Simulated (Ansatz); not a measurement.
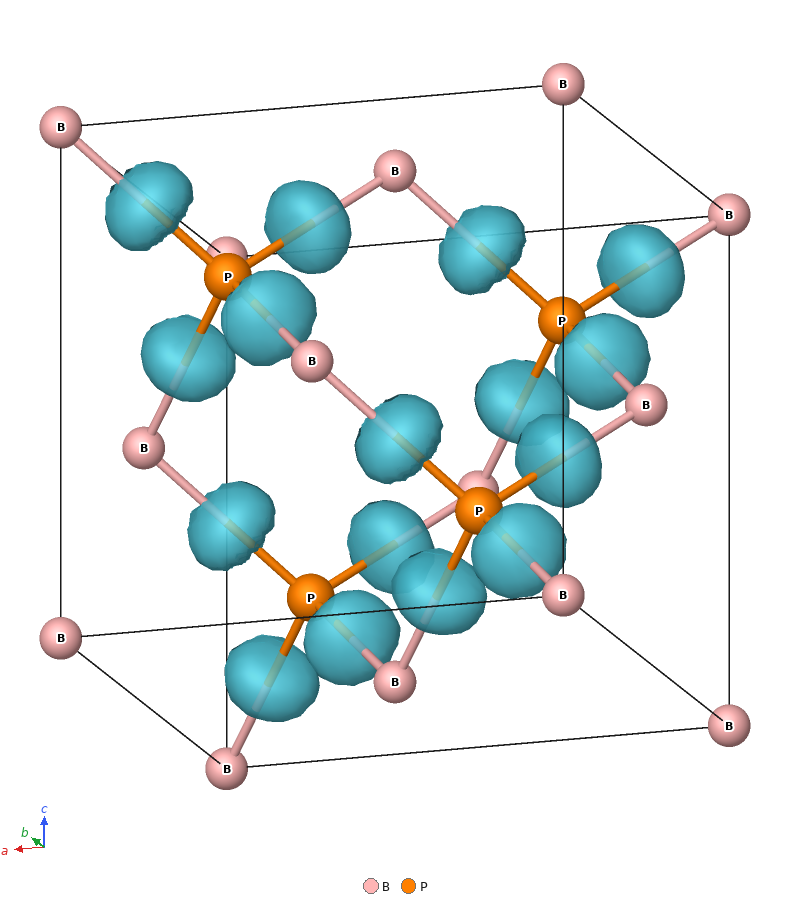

Figure. BP. Isosurface of the ELF at 0.9 (cyan), seen at an oblique angle. Core shells and regions of very low density are left out. Sticks mark near contacts.

Space group F-43m.

Theory: DFT HSE06, scalar-relativistic, plane waves, PAW in Ansatz 0.2.0.

In a PAW calculation such maps are meaningful between the atoms, not at the nuclei.

```
CELL_PARAMETERS angstrom
4.52493 0.00000 0.00000
0.00000 0.00000 -4.52493
0.00000 4.52493 0.00000
ATOMIC_POSITIONS crystal
B 0.50000 0.50000 0.00000
B 0.00000 0.50000 0.50000
B 0.00000 0.00000 0.00000
B 0.50000 0.00000 0.50000
P 0.25000 0.75000 0.25000
P 0.75000 0.75000 0.75000
P 0.75000 0.25000 0.25000
P 0.25000 0.25000 0.75000
```

Q: Describe the localisation domains.

A: The ELF exceeds this value in 16 regions between bonded B–P atoms (shared pairs), counted in one cell of 8 atoms. Any copies at cell faces, edges or corners count once. Profiles from the grid: B–P (1.96 Å): the ELF peaks at about 0.95 between the atoms; a covalent bond.

Q: Metal or insulator at this level of theory?

A: It is gapped, with a Kohn–Sham gap of 2.0 eV on the k-point mesh (the band edges may lie off the mesh, which would make the gap smaller).
